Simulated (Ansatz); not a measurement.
Given this structure, the end point of a relaxation with DFT PBE, scalar-relativistic, plane waves, PAW (Ansatz); the starting structure was generated, so it need not be a known form of this composition, written in its standard cell:

```
Co
1.0
     2.49043    0.00000    0.00000
    -1.24522    2.15678    0.00000
     0.00000    0.00000   14.16555
Co
7
Direct
  0.33333 0.66667 0.92866
  0.66667 0.33333 0.07134
  0.33333 0.66667 0.21320
  0.66667 0.33333 0.35639
  0.00000 0.00000 0.50000
  0.33333 0.66667 0.64361
  0.66667 0.33333 0.78680
```

Question: What does the kinematic electron diffraction pattern along [100] look like at 300 kV (B = 0.3 Å²)?

Answer: The spots form a rectangular net whose two shortest vectors correspond to d = 14.17 Å and 2.16 Å, 90.0° apart. They are 0 0 1 (itself too weak to see) and 0 1 0. The pattern has symmetry 2. Reflections such as 0 0 1, 0 0 2, 0 0 3 are allowed but too weak to see at this display level.

Strongest reflections with d > 0.86 Å, one of each family (|F|² from tabulated Gaussian fits of the electron scattering factors, times a small damping for the curvature of the Ewald sphere):

```json
{"hkl": "0 0 7", "d (Å)": "2.024", "I (strongest = 100)": "100"}
{"hkl": "0 1 3", "d (Å)": "1.962", "I (strongest = 100)": "53"}
{"hkl": "0 1 -4", "d (Å)": "1.842", "I (strongest = 100)": "49"}
{"hkl": "0 0 14", "d (Å)": "1.012", "I (strongest = 100)": "21"}
{"hkl": "0 1 10", "d (Å)": "1.184", "I (strongest = 100)": "17"}
{"hkl": "0 1 -11", "d (Å)": "1.106", "I (strongest = 100)": "16"}
```

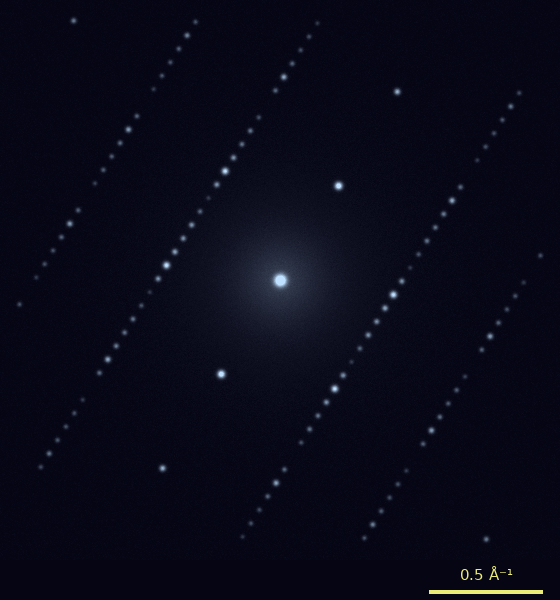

Calculated pattern, seen from the source side with [100] pointing towards the source.
